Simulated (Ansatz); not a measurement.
# Au/Be2C/Cd: conductance against the thickness of the layer, part 4 of 5

Aim: the conductance of Au/Be2C/Cd junctions as the barrier thickens. The lower electrode is Au fcc(111), the upper one Cd hcp(0001); the barrier is Be2C fluorite(111) (whole trilayers). In the first transport cell, after relaxation, the nearest pair of electrode and barrier is Au–Be at 2.50 Å, along the normal, at the lower face and Cd–Be at 3.41 Å, at a slant, too long for a bond, at the upper one. A gap without bonds adds to the barrier. All share a net of side 2.942 Å, which strains the lower electrode by +0.0 %, the upper one by -2.9 % and the barrier by -3.9 %, against typed lattice constants near PBE's. The first steps treat the bulk electrodes alone.

Ansatz 0.2.0; PBE DFT, plane waves, PAW files (the session's first sound run).

So far, transmission at the Fermi level (a spin, zone mean): step 5 (the open system: T(E)) 0.122; step 6 (25 atoms, atomic planes in the barrier 6, gap between the …) 0.167. Also channels of the lower lead: step 5 0.806.

### 7. Conductance on a fine mesh, 28 atoms

Level of this step: PBE DFT, plane waves, PAW files; ballistic transmission by layer matching between semi-infinite leads (Ansatz).

System of this step: Au/Be2C/Cd. The cell holds 28 atoms: 8 Au, 6 Be, 3 C and 11 Cd. Its edges and angles: a = 2.942 Å, b = 2.942 Å, c = 72.720 Å, α = 90.0°, β = 90.0°, γ = 120.0°. Regions: left electrode, 8 atoms (8 Au); barrier, 9 atoms (6 Be and 3 C); right electrode, 11 atoms (11 Cd). Vacuum lies along c.

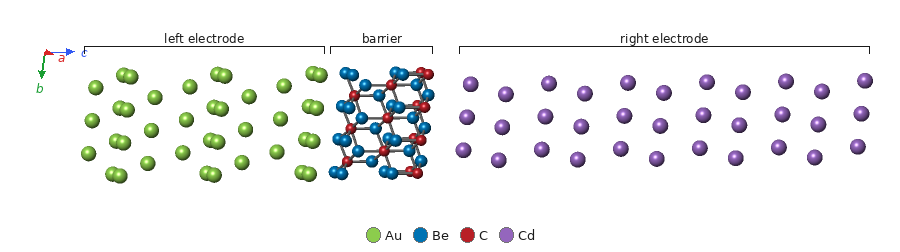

The cell of this step (gold green, beryllium blue, carbon red, cadmium purple). Bonds to atoms that aren't drawn are left out. 1×3×1 cells are drawn. Some periodic images of atoms are drawn too.

Barrier layers are added or taken out in the middle, and the relaxed faces stay.

Input file input.yaml:

```yaml
crystal:
  lattice:
    - [2.942, 0.0, 0.0]
    - [-1.471, 2.5478467379, 0.0]
    - [0.0, 0.0, 72.7198234924]
  atoms:
    - { symbol: Au, position: [0.66666667, 0.33333333, 0.0962598596] }
    - { symbol: Au, position: [0.0, 0.0, 0.1292078042] }
    - { symbol: Au, position: [0.33333333, 0.66666667, 0.1621557488] }
    - { symbol: Au, position: [0.66666667, 0.33333333, 0.1951036934] }
    - { symbol: Au, position: [0.0, 0.0, 0.228051638] }
    - { symbol: Au, position: [0.33333333, 0.66666667, 0.2609995826] }
    - { symbol: Au, position: [0.66666667, 0.33333333, 0.2939475273] }
    - { symbol: Au, position: [0.0, 0.0, 0.3279442999] }
    - { symbol: Be, position: [0.0, 0.0, 0.3623293694] }
    - { symbol: C, position: [0.33333333, 0.66666667, 0.3716270782] }
    - { symbol: Be, position: [0.66666667, 0.33333333, 0.3792741466] }
    - { symbol: Be, position: [0.33333333, 0.66666667, 0.3974990077] }
    - { symbol: C, position: [0.66666667, 0.33333333, 0.406545618] }
    - { symbol: Be, position: [0.0, 0.0, 0.4148607315] }
    - { symbol: Be, position: [0.66666667, 0.33333333, 0.4329868254] }
    - { symbol: C, position: [0.0, 0.0, 0.4415448487] }
    - { symbol: Be, position: [0.33333333, 0.66666667, 0.449101063] }
    - { symbol: Cd, position: [0.66666667, 0.33333333, 0.4897583621] }
    - { symbol: Cd, position: [0.33333333, 0.66666667, 0.5305086478] }
    - { symbol: Cd, position: [0.66666667, 0.33333333, 0.5719788137] }
    - { symbol: Cd, position: [0.33333333, 0.66666667, 0.6134489795] }
    - { symbol: Cd, position: [0.66666667, 0.33333333, 0.6549191454] }
    - { symbol: Cd, position: [0.33333333, 0.66666667, 0.6963893112] }
    - { symbol: Cd, position: [0.66666667, 0.33333333, 0.737859477] }
    - { symbol: Cd, position: [0.33333333, 0.66666667, 0.7793296429] }
    - { symbol: Cd, position: [0.66666667, 0.33333333, 0.8207998087] }
    - { symbol: Cd, position: [0.33333333, 0.66666667, 0.8622699746] }
    - { symbol: Cd, position: [0.66666667, 0.33333333, 0.9037401404] }
kpoints:
  mp_grid: { grid: [12, 12, 1] }
scf:
  occupations: { method: fermi_dirac, width: 0.1 }
  max_iter: 150
hamiltonian:
  xc: pbe
output:
  transmission:
    kmesh: [30, 30]
    e_range: [-0.26, 0.27]
    de: 0.0375
    leads: [[3, 4], [22, 24]]
```

Launch:

```console
> ansatz run input.yaml --threads 4 --pin off --max-ram 10240MiB --backend cpu --events-out ev --progress --plain --runs-dir out
```

Numbers of over 12 decimals in the logs are rounded to 6 here.

What it wrote:

```text
[...]
Crystal: 28 atoms, lattice volume = 545.091 Å³
Basis set: ecut = 420 eV, 10515 PW (Γ)
Bands: 238, of which v1, the nominal top of the filled ones, is band 198 counted from 1 (197 counted from 0)
Symmetry: 6 space group operations
[...]
k-points: 19 of 144 (time reversal used)
[...]
SCF iter   1: F=—  HF=-197303.235906 eV  |F-HF|=—  |Δ(HF+E_count)|=         —  Δρ=3.97e-3  dr2=9.90e0  ethr=1.77e-3  ⟨swp⟩=7.0  Hψ=18408  notcnv=0  defer=300
[...]
SCF iter   8: F=-197303.089673 eV  HF=-197303.089673 eV  |F-HF|=4.05e-8  |Δ(HF+E_count)|=   1.02e-8  Δρ=2.00e-6  dr2=6.39e-8  ethr=2.53e-11  ⟨swp⟩=15.2  Hψ=21080  notcnv=0
SCF 1 converged in 8 iterations: F = -197303.089673 eV  dr2 = 6.39e-8
[...]
transmission: 543 of 5369 steps passed
transmission: 1074 of 5369 steps passed
[...]
transmission: 5369 of 5369 steps passed
SCF converged after 8 iterations
Free energy (F): -197303.089673 eV
[...]
Internal energy: -197302.890739 eV  (E = F + TS)
E sigma→0 (E₀):  -197302.990206 eV
Entropy (-TS):   -0.198934 eV (-7.105 meV/atom)
Fermi energy:    11.604211 eV
[...]
--- Band table (eV; the first three rows and the last of 19) ---
  k-point 0: bands = [... 194 lower, 9.6797, 9.6797, 10.0145, 10.5575, 10.8773, 10.8773, 11.2505, 11.4557, ... 36 higher]
  k-point 1: bands = [... 194 lower, 9.7650, 10.0452, 10.2331, 10.4994, 10.5093, 10.8143, 11.0041, 11.2503, ... 36 higher]
  k-point 2: bands = [... 194 lower, 9.7349, 9.7959, 10.0354, 10.2280, 10.4021, 10.5774, 10.7219, 11.1851, ... 36 higher]
  k-point 18: bands = [... 194 lower, 12.8816, 12.9084, 13.0630, 13.1712, 13.3666, 13.4599, 13.5021, 13.6915, ... 36 higher]
--- Transmission ---
  basis      : 61 plane waves across, 59 finite elements along
  points     : 91, standing for a mesh of 30 x 30
[...]
filled         : 61.3 meV under the level at which it is neutral
    channels       : 7.833333e-1 a spin
[...]
slowest decay  : 0.0268 /Å at (0.0667, 0.0000)
[...]
filled         : 17.4 meV over the level at which it is neutral
    channels       : 5.611111e-1 a spin
[...]
slowest decay  : 0.0544 /Å at (0.3667, 0.1000)
  junction   : crystal 0 to crystal 1, 14.69 to 49.13 Å
    transmission   : 1.147706e-1 a spin
[...]
resistance     : 6.7323e-3 Ω µm² beyond half of each lead's own
```

Wall time 3.2 min (4 threads of Arm Neoverse V1, shared host); peak memory 3.6 GiB; 12 min of CPU time.

This step gave:

| Quantity | Value |
| --- | --- |
| free energy | -197303.0897 eV |
| Fermi energy | 11.60 eV |
| transmission at the Fermi level (a spin, zone mean) | 0.1148 |
| potential step in the lower lead | 21.5 meV |
| ballistic conductance of the lower lead | 8.12e14 S/m² |
| potential step in the upper lead | 39.5 meV |
| junction conductance | 1.22e14 S/m² |
| error estimates by source, in the log's order | 0, 0, 7.6, 13.1, 4.2 % |
| resistance-area product beyond the leads | 0.006732 Ω um² |

One spin. Transmission, zone mean against energy, zero at the Fermi level:

```
energy (eV)  transmission, zone mean
     -0.260                    0.147
     -0.223                    0.151
     -0.185                    0.146
     -0.147                    0.150
     -0.110                    0.141
     -0.072                    0.133
     -0.035                    0.122
      0.003                    0.115
      0.040                    0.112
      0.077                    0.115
      0.115                    0.109
      0.152                    0.103
      0.190                   0.0993
      0.228                   0.0951
      0.265                   0.0910
```

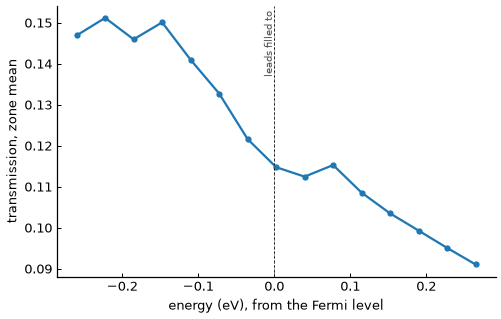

Transmission, zone mean, plotted against energy.

One spin. Open channels, zone mean against energy, zero at the Fermi level:

```csv
energy (eV),lower lead,upper lead
-0.260,0.79,0.568
-0.223,0.79,0.568
-0.185,0.79,0.581
-0.147,0.79,0.574
-0.110,0.79,0.548
-0.072,0.79,0.534
-0.035,0.79,0.561
0.003,0.783,0.561
0.040,0.783,0.561
0.077,0.783,0.561
0.115,0.783,0.574
0.152,0.797,0.588
0.190,0.817,0.574
0.228,0.83,0.574
0.265,0.857,0.561
```

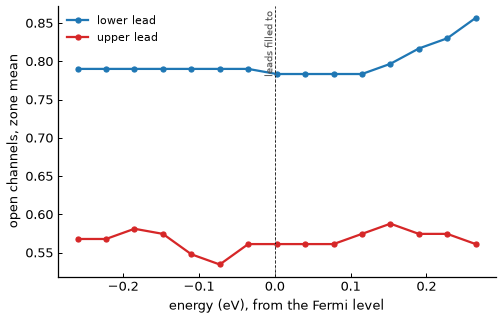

Open channels, zone mean against energy.

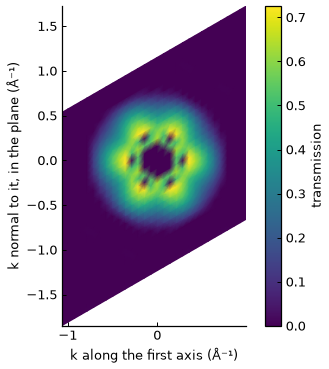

Transmission over k1 and k2. At 0.0025 eV from the Fermi level.

G = 1.2e14 S/m² (1/G = 0.00822 Ω µm²), 0.71 times the step before of this kind. The largest error estimate is 13 %, from the leads' potential steps. In the worse lead the potential repeats within 40 meV, which the program flags as too much for a lead, so G carries that doubt.

### 8. Conductance, atomic planes in the barrier 12, gap between the electrodes 14.35 Å

System of this step: Au/Be2C/Cd. The cell holds 31 atoms: 8 Au, 8 Be, 4 C and 11 Cd. Its edges and angles: a = 2.942 Å, b = 2.942 Å, c = 75.300 Å, α = 90.0°, β = 90.0°, γ = 120.0°. Regions: left electrode, 8 atoms (8 Au); barrier, 12 atoms (8 Be and 4 C); right electrode, 11 atoms (11 Cd). Vacuum lies along c.

Barrier layers are added or taken out in the middle, and the relaxed faces stay.

Input file input.yaml:

```yaml
crystal:
  lattice:
    - [2.942, 0.0, 0.0]
    - [-1.471, 2.5478467379, 0.0]
    - [0.0, 0.0, 75.3004913338]
  atoms:
    - { symbol: Au, position: [0.66666667, 0.33333333, 0.0929608808] }
    - { symbol: Au, position: [0.0, 0.0, 0.1247796469] }
    - { symbol: Au, position: [0.33333333, 0.66666667, 0.1565984129] }
    - { symbol: Au, position: [0.66666667, 0.33333333, 0.1884171789] }
    - { symbol: Au, position: [0.0, 0.0, 0.220235945] }
    - { symbol: Au, position: [0.33333333, 0.66666667, 0.252054711] }
    - { symbol: Au, position: [0.66666667, 0.33333333, 0.283873477] }
    - { symbol: Au, position: [0.0, 0.0, 0.3167051262] }
    - { symbol: Be, position: [0.0, 0.0, 0.3499117644] }
    - { symbol: C, position: [0.33333333, 0.66666667, 0.3588908259] }
    - { symbol: Be, position: [0.66666667, 0.33333333, 0.3662758171] }
    - { symbol: Be, position: [0.33333333, 0.66666667, 0.3838760832] }
    - { symbol: C, position: [0.66666667, 0.33333333, 0.3926126518] }
    - { symbol: Be, position: [0.0, 0.0, 0.4006427931] }
    - { symbol: Be, position: [0.66666667, 0.33333333, 0.4181476769] }
    - { symbol: C, position: [0.0, 0.0, 0.4268842454] }
    - { symbol: Be, position: [0.33333333, 0.66666667, 0.4349143867] }
    - { symbol: Be, position: [0.0, 0.0, 0.4524192705] }
    - { symbol: C, position: [0.33333333, 0.66666667, 0.4606839968] }
    - { symbol: Be, position: [0.66666667, 0.33333333, 0.4679812475] }
    - { symbol: Cd, position: [0.0, 0.0, 0.5072451562] }
    - { symbol: Cd, position: [0.66666667, 0.33333333, 0.5465988647] }
    - { symbol: Cd, position: [0.0, 0.0, 0.5866477819] }
    - { symbol: Cd, position: [0.66666667, 0.33333333, 0.626696699] }
    - { symbol: Cd, position: [0.0, 0.0, 0.6667456162] }
    - { symbol: Cd, position: [0.66666667, 0.33333333, 0.7067945334] }
    - { symbol: Cd, position: [0.0, 0.0, 0.7468434505] }
    - { symbol: Cd, position: [0.66666667, 0.33333333, 0.7868923677] }
    - { symbol: Cd, position: [0.0, 0.0, 0.8269412849] }
    - { symbol: Cd, position: [0.66666667, 0.33333333, 0.866990202] }
    - { symbol: Cd, position: [0.0, 0.0, 0.9070391192] }
kpoints:
  mp_grid: { grid: [12, 12, 1] }
scf:
  occupations: { method: fermi_dirac, width: 0.1 }
  max_iter: 150
hamiltonian:
  xc: pbe
output:
  transmission:
    kmesh: [30, 30]
    e_range: [-0.26, 0.27]
    de: 0.0375
    leads: [[3, 4], [25, 27]]
```

What it wrote:

```text
[...]
Crystal: 31 atoms, lattice volume = 564.435 Å³
Basis set: ecut = 420 eV, 10871 PW (Γ)
Bands: 243, of which v1, the nominal top of the filled ones, is band 202 counted from 1 (201 counted from 0)
Symmetry: 6 space group operations
[...]
k-points: 19 of 144 (time reversal used)
[...]
channels       : 7.833333e-1 a spin
[...]
slowest decay  : 0.0268 /Å at (0.0667, 0.0000)
[...]
filled         : 18.2 meV over the level at which it is neutral
    channels       : 5.611111e-1 a spin
[...]
slowest decay  : 0.0547 /Å at (0.3667, 0.1000)
  junction   : crystal 0 to crystal 1, 14.69 to 51.71 Å
    transmission   : 7.119484e-2 a spin
[...]
resistance     : 1.1393e-2 Ω µm² beyond half of each lead's own
[key lines of the parts left out:]
SCF converged after 8 iterations
Free energy (F): -197740.148443 eV
Fermi energy:    11.551687 eV
```

Run time: 3.4 min. Hardware: 4 threads; peak memory 3.8 GiB.

G = 7.8e13 S/m² (1/G = 0.0129 Ω µm²), 0.64 times the step before of this kind. The largest error estimate is 19 %, from the leads' potential steps. In the worse lead the potential repeats within 40 meV, which the program flags as too much for a lead, so G carries that doubt.

### 9. Conductance on a fine mesh, atomic planes in the barrier 15, gap between the electrodes 16.93 Å

System of this step: Au/Be2C/Cd. The cell holds 34 atoms: 8 Au, 10 Be, 5 C and 11 Cd. Cell: a = 2.942 Å, b = 2.942 Å, c = 77.881 Å, α = 90.0°, β = 90.0°, γ = 120.0°. Regions: left electrode, 8 atoms (8 Au); barrier, 15 atoms (10 Be and 5 C); right electrode, 11 atoms (11 Cd). Vacuum lies along c.

Barrier layers are added or taken out in the middle, and the relaxed faces stay.

Input file input.yaml:

```yaml
crystal:
  lattice:
    - [2.942, 0.0, 0.0]
    - [-1.471, 2.5478467379, 0.0]
    - [0.0, 0.0, 77.8811591752]
  atoms:
    - { symbol: Au, position: [0.66666667, 0.33333333, 0.0898805318] }
    - { symbol: Au, position: [0.0, 0.0, 0.1206449521] }
    - { symbol: Au, position: [0.33333333, 0.66666667, 0.1514093724] }
    - { symbol: Au, position: [0.66666667, 0.33333333, 0.1821737927] }
    - { symbol: Au, position: [0.0, 0.0, 0.2129382131] }
    - { symbol: Au, position: [0.33333333, 0.66666667, 0.2437026334] }
    - { symbol: Au, position: [0.66666667, 0.33333333, 0.2744670537] }
    - { symbol: Au, position: [0.0, 0.0, 0.3062107942] }
    - { symbol: Be, position: [0.0, 0.0, 0.3383170983] }
    - { symbol: C, position: [0.33333333, 0.66666667, 0.3469986299] }
    - { symbol: Be, position: [0.66666667, 0.33333333, 0.3541389122] }
    - { symbol: Be, position: [0.33333333, 0.66666667, 0.3711559764] }
    - { symbol: C, position: [0.66666667, 0.33333333, 0.3796030503] }
    - { symbol: Be, position: [0.0, 0.0, 0.3873671051] }
    - { symbol: Be, position: [0.66666667, 0.33333333, 0.4042919475] }
    - { symbol: C, position: [0.0, 0.0, 0.4127390214] }
    - { symbol: Be, position: [0.33333333, 0.66666667, 0.4205030762] }
    - { symbol: Be, position: [0.0, 0.0, 0.4374279187] }
    - { symbol: C, position: [0.33333333, 0.66666667, 0.4458749925] }
    - { symbol: Be, position: [0.66666667, 0.33333333, 0.4536390473] }
    - { symbol: Be, position: [0.33333333, 0.66666667, 0.4705638898] }
    - { symbol: C, position: [0.66666667, 0.33333333, 0.4785547563] }
    - { symbol: Be, position: [0.0, 0.0, 0.4856102055] }
    - { symbol: Cd, position: [0.33333333, 0.66666667, 0.5235730665] }
    - { symbol: Cd, position: [0.0, 0.0, 0.5616227516] }
    - { symbol: Cd, position: [0.33333333, 0.66666667, 0.600344609] }
    - { symbol: Cd, position: [0.0, 0.0, 0.6390664664] }
    - { symbol: Cd, position: [0.33333333, 0.66666667, 0.6777883238] }
    - { symbol: Cd, position: [0.0, 0.0, 0.7165101812] }
    - { symbol: Cd, position: [0.33333333, 0.66666667, 0.7552320386] }
    - { symbol: Cd, position: [0.0, 0.0, 0.793953896] }
    - { symbol: Cd, position: [0.33333333, 0.66666667, 0.8326757534] }
    - { symbol: Cd, position: [0.0, 0.0, 0.8713976108] }
    - { symbol: Cd, position: [0.33333333, 0.66666667, 0.9101194682] }
kpoints:
  mp_grid: { grid: [12, 12, 1] }
scf:
  occupations: { method: fermi_dirac, width: 0.1 }
  max_iter: 150
hamiltonian:
  xc: pbe
output:
  transmission:
    kmesh: [30, 30]
    e_range: [-0.26, 0.27]
    de: 0.0375
    leads: [[3, 4], [28, 30]]
```

What it wrote:

```text
[...]
Crystal: 34 atoms, lattice volume = 583.779 Å³
Basis set: ecut = 420 eV, 11229 PW (Γ)
Bands: 248, of which v1, the nominal top of the filled ones, is band 206 counted from 1 (205 counted from 0)
Symmetry: 6 space group operations
[...]
k-points: 19 of 144 (time reversal used)
[...]
channels       : 7.833333e-1 a spin
[...]
slowest decay  : 0.0269 /Å at (0.0667, 0.0000)
[...]
filled         : 18.9 meV over the level at which it is neutral
    channels       : 5.611111e-1 a spin
[...]
slowest decay  : 0.0549 /Å at (0.3667, 0.1000)
  junction   : crystal 0 to crystal 1, 14.69 to 54.29 Å
    transmission   : 4.617313e-2 a spin
[...]
resistance     : 1.9969e-2 Ω µm² beyond half of each lead's own
[key lines of the parts left out:]
SCF converged after 9 iterations
Free energy (F): -198177.201885 eV
Fermi energy:    11.506175 eV
```

It took 3.9 min on 4 threads; peak memory 4 GiB.

One spin. Table of transmission, zone mean by energy, zero at the Fermi level:

| energy (eV) | transmission, zone mean |
| --- | --- |
| -0.260 | 0.0783 |
| -0.223 | 0.0857 |
| -0.185 | 0.0786 |
| -0.147 | 0.0668 |
| -0.110 | 0.0579 |
| -0.072 | 0.0533 |
| -0.035 | 0.0455 |
| 0.003 | 0.0462 |
| 0.040 | 0.0404 |
| 0.077 | 0.0360 |
| 0.115 | 0.0323 |
| 0.152 | 0.0279 |
| 0.190 | 0.0278 |
| 0.228 | 0.0252 |
| 0.265 | 0.0229 |

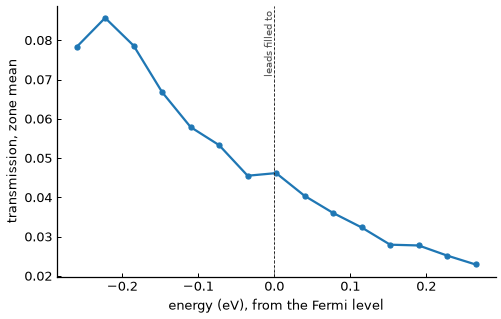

Transmission, zone mean against energy.

G = 4.7e13 S/m² (1/G = 0.0215 Ω µm²), 0.60 times the step before of this kind. The largest error estimate is 21 %, from the leads' potential steps. In the worse lead the potential repeats within 40 meV, which the program flags as too much for a lead, so G carries that doubt.

### 10. Conductance on a fine mesh, atomic planes in the barrier 18, gap between the electrodes 19.51 Å

System of this step: Au/Be2C/Cd. The cell holds 37 atoms: 8 Au, 12 Be, 6 C and 11 Cd. Cell: a = 2.942 Å, b = 2.942 Å, c = 80.462 Å, α = 90.0°, β = 90.0°, γ = 120.0°. Regions: left electrode, 8 atoms (8 Au); barrier, 18 atoms (12 Be and 6 C); right electrode, 11 atoms (11 Cd). Vacuum lies along c.

Barrier layers are added or taken out in the middle, and the relaxed faces stay.

Input file input.yaml:

```yaml
crystal:
  lattice:
    - [2.942, 0.0, 0.0]
    - [-1.471, 2.5478467379, 0.0]
    - [0.0, 0.0, 80.4618270166]
  atoms:
    - { symbol: Au, position: [0.66666667, 0.33333333, 0.086997776] }
    - { symbol: Au, position: [0.0, 0.0, 0.116775483] }
    - { symbol: Au, position: [0.33333333, 0.66666667, 0.1465531901] }
    - { symbol: Au, position: [0.66666667, 0.33333333, 0.1763308972] }
    - { symbol: Au, position: [0.0, 0.0, 0.2061086043] }
    - { symbol: Au, position: [0.33333333, 0.66666667, 0.2358863114] }
    - { symbol: Au, position: [0.66666667, 0.33333333, 0.2656640185] }
    - { symbol: Au, position: [0.0, 0.0, 0.2963896358] }
    - { symbol: Be, position: [0.0, 0.0, 0.3274661882] }
    - { symbol: C, position: [0.33333333, 0.66666667, 0.3358692753] }
    - { symbol: Be, position: [0.66666667, 0.33333333, 0.342780546] }
    - { symbol: Be, position: [0.33333333, 0.66666667, 0.3592518185] }
    - { symbol: C, position: [0.66666667, 0.33333333, 0.3674279677] }
    - { symbol: Be, position: [0.0, 0.0, 0.3749430045] }
    - { symbol: Be, position: [0.66666667, 0.33333333, 0.3913250132] }
    - { symbol: C, position: [0.0, 0.0, 0.3995011624] }
    - { symbol: Be, position: [0.33333333, 0.66666667, 0.4070161992] }
    - { symbol: Be, position: [0.0, 0.0, 0.4233982079] }
    - { symbol: C, position: [0.33333333, 0.66666667, 0.4315743571] }
    - { symbol: Be, position: [0.66666667, 0.33333333, 0.4390893938] }
    - { symbol: Be, position: [0.33333333, 0.66666667, 0.4554714025] }
    - { symbol: C, position: [0.66666667, 0.33333333, 0.4636475518] }
    - { symbol: Be, position: [0.0, 0.0, 0.4711625885] }
    - { symbol: Be, position: [0.66666667, 0.33333333, 0.4875445972] }
    - { symbol: C, position: [0.0, 0.0, 0.4952791711] }
    - { symbol: Be, position: [0.33333333, 0.66666667, 0.5021083295] }
    - { symbol: Cd, position: [0.66666667, 0.33333333, 0.5388536003] }
    - { symbol: Cd, position: [0.33333333, 0.66666667, 0.5756829104] }
    - { symbol: Cd, position: [0.66666667, 0.33333333, 0.6131628342] }
    - { symbol: Cd, position: [0.33333333, 0.66666667, 0.6506427579] }
    - { symbol: Cd, position: [0.66666667, 0.33333333, 0.6881226816] }
    - { symbol: Cd, position: [0.33333333, 0.66666667, 0.7256026054] }
    - { symbol: Cd, position: [0.66666667, 0.33333333, 0.7630825291] }
    - { symbol: Cd, position: [0.33333333, 0.66666667, 0.8005624528] }
    - { symbol: Cd, position: [0.66666667, 0.33333333, 0.8380423766] }
    - { symbol: Cd, position: [0.33333333, 0.66666667, 0.8755223003] }
    - { symbol: Cd, position: [0.66666667, 0.33333333, 0.913002224] }
kpoints:
  mp_grid: { grid: [12, 12, 1] }
scf:
  occupations: { method: fermi_dirac, width: 0.1 }
  max_iter: 150
hamiltonian:
  xc: pbe
output:
  transmission:
    kmesh: [30, 30]
    e_range: [-0.26, 0.27]
    de: 0.0375
    leads: [[3, 4], [31, 33]]
```

What it wrote:

```text
[...]
Crystal: 37 atoms, lattice volume = 603.123 Å³
Basis set: ecut = 420 eV, 11621 PW (Γ)
Bands: 252, of which v1, the nominal top of the filled ones, is band 210 counted from 1 (209 counted from 0)
Symmetry: 6 space group operations
[...]
k-points: 19 of 144 (time reversal used)
[...]
channels       : 7.833333e-1 a spin
[...]
slowest decay  : 0.0269 /Å at (0.0667, 0.0000)
[...]
filled         : 19.3 meV over the level at which it is neutral
    channels       : 5.611111e-1 a spin
[...]
slowest decay  : 0.0550 /Å at (0.3667, 0.1000)
  junction   : crystal 0 to crystal 1, 14.69 to 56.88 Å
    transmission   : 2.487670e-2 a spin
[...]
resistance     : 3.6871e-2 Ω µm² beyond half of each lead's own
[key lines of the parts left out:]
SCF converged after 9 iterations
Free energy (F): -198614.253181 eV
Fermi energy:    11.465311 eV
```

Elapsed: 4.2 min, on 4 threads; peak memory 4.1 GiB; 16 min of CPU time.

G = 2.6e13 S/m² (1/G = 0.0384 Ω µm²), 0.56 times the step before of this kind. The largest error estimate is 30 %, from the leads' potential steps. In the worse lead the potential repeats within 40 meV, which the program flags as too much for a lead, so G carries that doubt.

(Continued in part 5 of 5.)

[Logs are printed without paths, hosts, clocks, repeated set-up lines and the standing remarks that a program may print on its own settings, such as how far it seeks lower states.]

[Hosts, paths, dates, database ids (printed as entryN), source tags and the programs' standing remarks are cut or masked in the printed files.]
